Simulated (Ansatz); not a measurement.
Consider BeS.

```cif
data_structure
_symmetry_space_group_name_H-M 'P 1'
_symmetry_Int_Tables_number 1
_cell_length_a 4.3584
_cell_length_b 4.3584
_cell_length_c 5.7076
_cell_angle_alpha 90.000
_cell_angle_beta 90.000
_cell_angle_gamma 90.000
_cell_volume 108.42
loop_
_atom_site_label
_atom_site_type_symbol
_atom_site_fract_x
_atom_site_fract_y
_atom_site_fract_z
_atom_site_occupancy
Be1 Be 0.00000 0.00000 0.19236 1
Be2 Be 0.50000 0.00000 0.02500 1
Be3 Be 0.00000 0.50000 0.02500 1
S1 S 0.00000 0.00000 0.56653 1
S2 S 0.50000 0.00000 0.67027 1
S3 S 0.00000 0.50000 0.67027 1
```

Space group P4mm; a structure generated by program, which may or may not match a known phase.

Theory: DFT PBE, scalar-relativistic, plane waves, PAW (Ansatz).

> What can the converged valence pseudo-density and electron localisation function tell about the bonding?

Be–S (2.02 Å): ρ is about 0.76 e/Å³ halfway; the ELF peaks at about 0.95 between the atoms.
Bader's partition of the density gives Be −0.03 to +0.74 and S −0.61 to −0.23 e.

> Does the calculation make it a metal, or give it a gap?

It is gapless in this calculation (a metal or semimetal).

> How much charge does the calculation move between the atoms?

Electrons move from Be towards S. Bader charges: Be −0.03 to +0.74 and S −0.61 to −0.23 e.

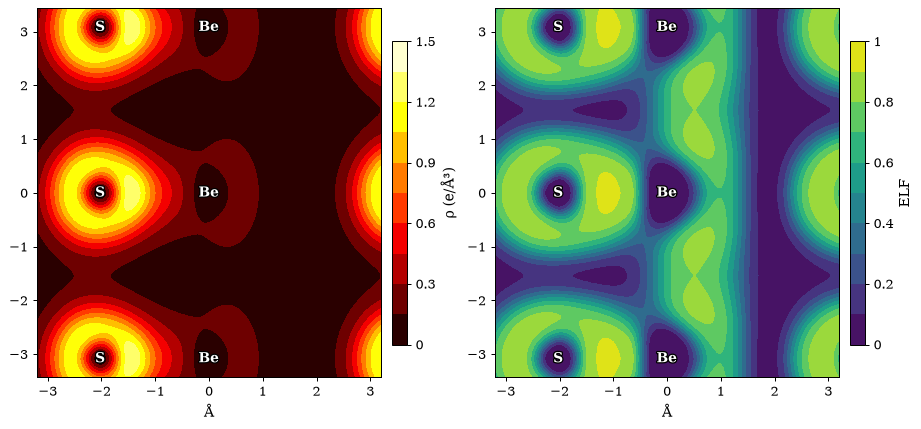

Computed valence pseudo-density and electron localisation function on the (110) plane of the conventional cell, in this order. 
